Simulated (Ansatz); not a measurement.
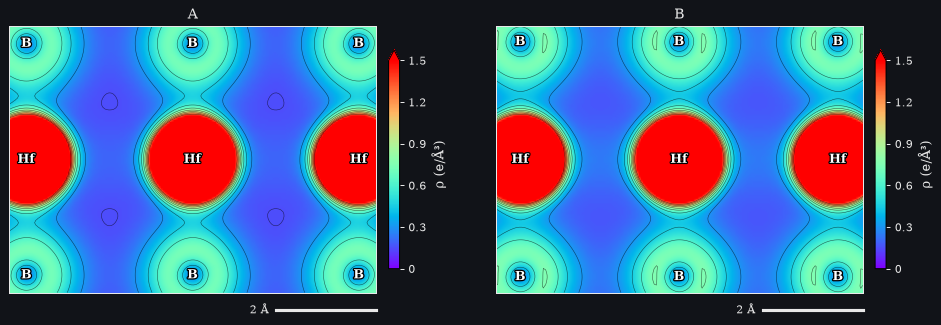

HfB. The valence pseudo-density of two cells that differ in size and shape, on the (11̄0) plane of each (indices in the axes of the calculation cell), at one length scale and on one colour scale: A has 12.7 Å³ an atom and B 11.8.

Space group I4/mmm; computed without spin polarisation.

Theory: DFT PBE, scalar-relativistic, plane waves, PAW (Ansatz 0.2.0).

The density is the valence pseudo-density of a PAW calculation; it isn't the true density close to the nuclei.

The larger cell:

```
Hf B
1.0
     0.00000    2.34465    2.31000
     2.34465    0.00000    2.31000
     2.34465    2.34465    0.00000
Hf B
1 1
Direct
  0.50000 0.50000 0.50000
  0.00000 0.00000 0.00000
```

The smaller cell: a = 3.243 Å, b = 3.243 Å, c = 3.169 Å, α = 60.76°, β = 60.76°, γ = 58.49°.

> What changes from the larger cell to the smaller?

From the larger cell to the smaller, Hf–B goes from 2.31 to 2.34 Å, and the density at its midpoint from 0.51 to 0.47 e/Å³; the pressure goes from 22 to 44 GPa.
